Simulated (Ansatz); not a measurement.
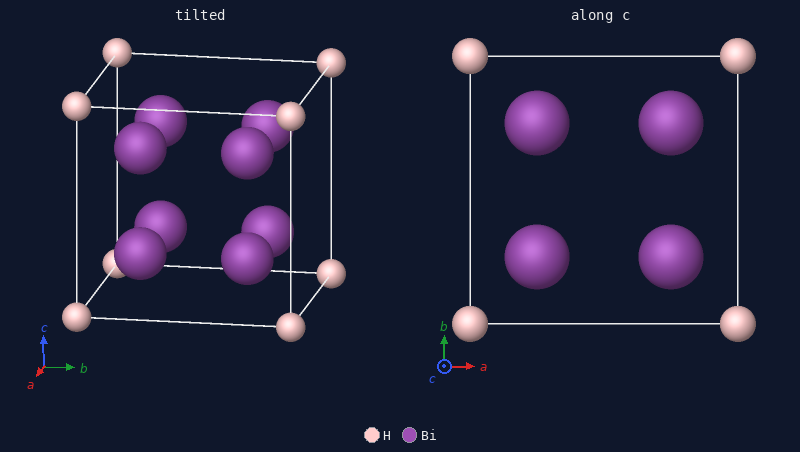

Structure drawing (spheres-only), viewed slightly off an axis and along the c axis. One unit cell is framed, with atoms on its boundary repeated.

State composition, symmetry and coordination.

- The formula is Bi₈H.
- Within 0.01 Å the space group is Pm-3m (No. 221), primitive cubic.
- One cell contains 8 Bi, 1 H, 9 atoms in all.

Provenance: a structure listed in the Materials Project. Earlier steps of the study may have refined or changed the cell and positions. Ansatz was used for an electronic-structure calculation on it.
